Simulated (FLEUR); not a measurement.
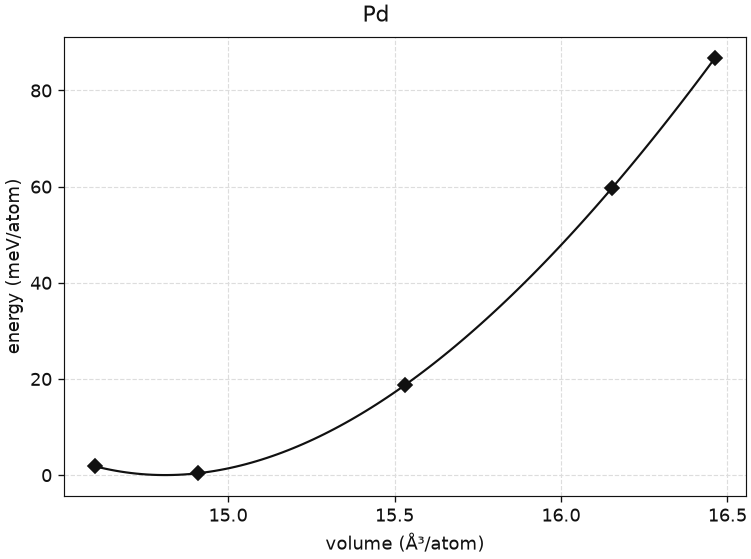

Energy against volume for Pd, space group P6_3/mmc (No. 194).

A third-order Birch–Murnaghan fit gives V0 = 14.81 Å³/atom, B0 = 190 GPa and B′ = 5.5. The energy is 1.84 meV/atom at volume 14.60 Å³/atom and 86.78 meV/atom at 16.46 Å³/atom; the lowest computed point is at volume 14.91 Å³/atom (0.40 meV/atom).

Method: all-electron LAPW DFT, no spin polarisation; energies at scaled volumes of the given cell, shape and fractions fixed, counted from the fit's minimum, third-order Birch-Murnaghan fit (FLEUR MaX-R8.1 (later development tree)). Level: SCAN.

- k mesh: 11×11×6
- occupations: Fermi–Dirac
- smearing width: 0.05 eV
- potentials: all electron
- program settings: basis FLAPW, kmax 4.15 1/bohr

Cell as given: a = 2.784 Å, b = 2.784 Å, c = 4.629 Å, α = 90.00°, β = 90.00°, γ = 120.00°; 2 atoms.

Caveats: shape and atomic fractions are frozen while scaling, which makes layered, chain and framework solids too stiff.
